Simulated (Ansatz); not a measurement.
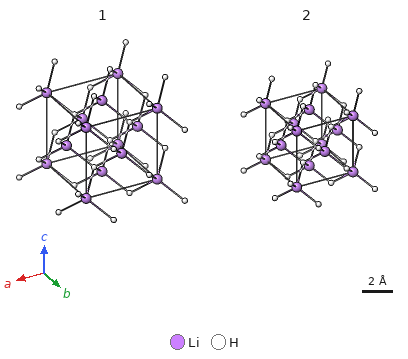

Two geometries of solid LiH (a generated structure, set up in F-43m) (coarse preliminary run), drawn at one scale. One is the start of a relaxation, the other its converged end. Style: ball-and-stick. Shown: the conventional cell (4 times the calculation's cell), from a free direction. Lengths and directions refer to the drawn axes.

The calculation used DFT PBE, scalar-relativistic, plane waves, PAW (Ansatz 0.2.0). Settings: plane-wave cutoff 420 eV; k-point mesh 6 × 6 × 6; occupations gaussian; smearing width 0.1 eV; no spin polarisation; cell and atoms relaxed; force threshold 0.04 eV/Å; at most 70 steps.

Question: Which one is relaxed?

Answer: Structure 2 is the relaxed one. No atom moves by more than 0.005 Å relative to the cell. Cell: a = b = c 5.418 → 4.290 Å (−20.8 %). Volume −50.4 %. Among the contacts that change: H–Li 2.346 → 1.858 Å. The space group stays F-43m (No. 216). After 5 accepted moves (6 points after the start) the energy has fallen by 307 meV per atom. All forces vanish by symmetry, so only the cell relaxes. The pressure goes from −6.04 to −0.05 GPa. The SCF was repeated once at an unchanged geometry on a basis and grid sized afresh for the cell, which shifted the energy by 0.9 meV per atom at most. Cost: 4.1 s on 1 thread of Arm Neoverse V2, on a shared host, peak memory 0.26 GiB.
